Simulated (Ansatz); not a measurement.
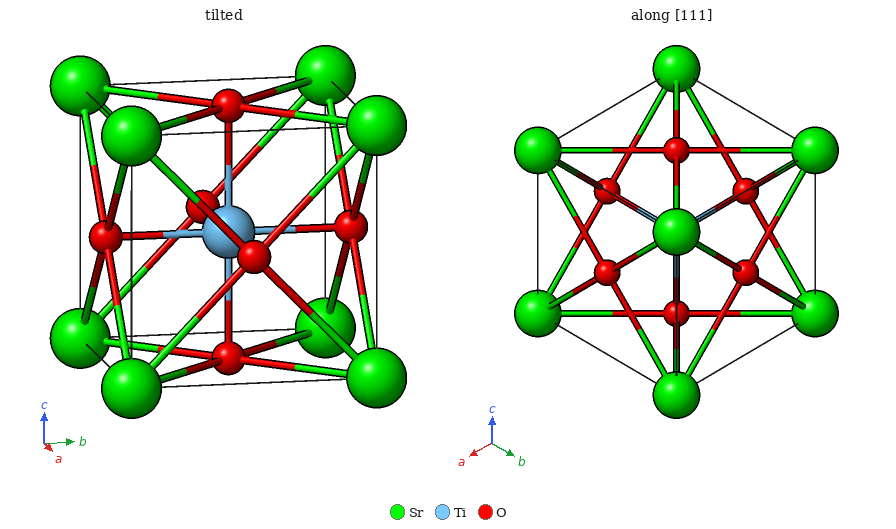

A ball-and-stick picture of a crystal structure, seen slightly off an axis and along [111]. The conventional unit cell is outlined; an atom on or near a face, edge or corner is repeated at each equivalent position.

In words:

Its composition is SrTiO$_{3}$. It is primitive tetragonal, space group P4/mmm (No. 123). One cell contains 1 Sr, 1 Ti, 3 O, 5 atoms in all. The Sr atoms are each bonded to twelve O in a cuboctahedral arrangement. Ti is coordinated by six O in an octahedral arrangement. The coordination shell of O holds four Sr and two Ti in a distorted octahedral arrangement. The bonds build a three-dimensional framework.

The cell started as a structure listed in the Materials Project. It was relaxed with Ansatz 0.2.0, DFT PBE, scalar-relativistic, plane waves, PAW under a constraint or pressure on the cell, so some stress remains.

At this level of theory the cell isn't at rest (compressed, at 4 GPa), so its distances can differ from those at equilibrium, the more so the softer the solid.
